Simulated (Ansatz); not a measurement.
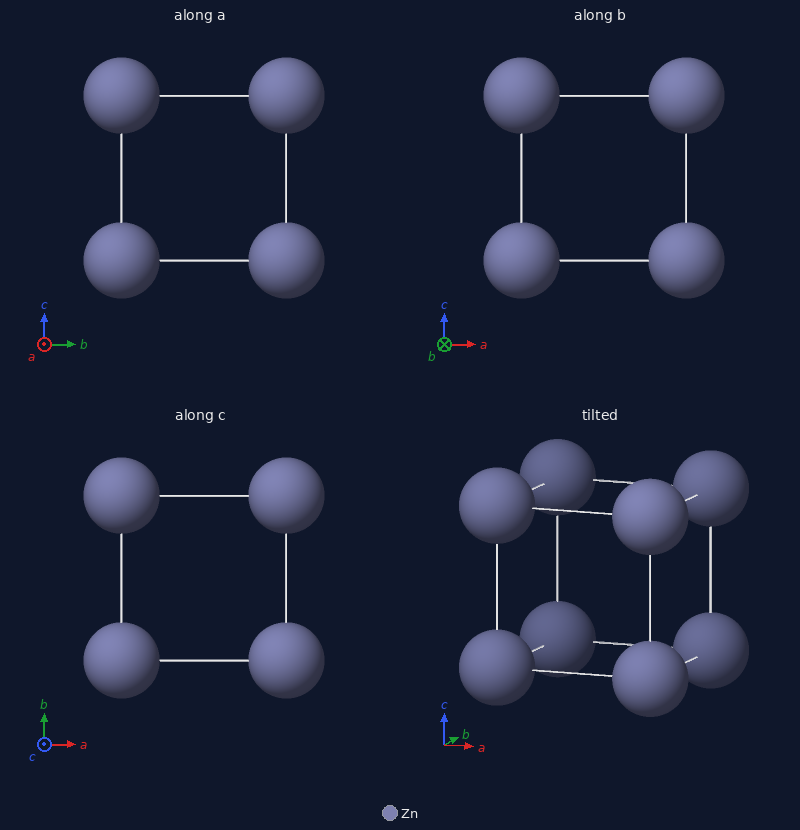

The image is a spheres-only drawing of a crystal, viewed along the a axis, along the b axis, along the c axis and slightly off an axis. One conventional unit cell is framed, with atoms on its boundary repeated.

Lattice parameters: a = 2.6287 Å, b = 2.6287 Å, c = 2.6287 Å, α = 90.000°, β = 90.000°, γ = 90.000°.

### Put the structure into a CIF with its space group and independent sites.

```cif
data_structure
_symmetry_space_group_name_H-M 'P m -3 m'
_symmetry_Int_Tables_number 221
_cell_length_a 2.6287
_cell_length_b 2.6287
_cell_length_c 2.6287
_cell_angle_alpha 90.000
_cell_angle_beta 90.000
_cell_angle_gamma 90.000
_cell_volume 18.17
loop_
_atom_site_label
_atom_site_type_symbol
_atom_site_symmetry_multiplicity
_atom_site_Wyckoff_symbol
_atom_site_fract_x
_atom_site_fract_y
_atom_site_fract_z
_atom_site_occupancy
Zn1 Zn 1 a 0.0000 0.0000 0.0000 1
```

Starting structure: a structure type filled with this element by a generator (whether the element takes this form wasn't checked). Earlier steps of the study may have refined or changed the cell and positions. It went into a calculation with Ansatz.
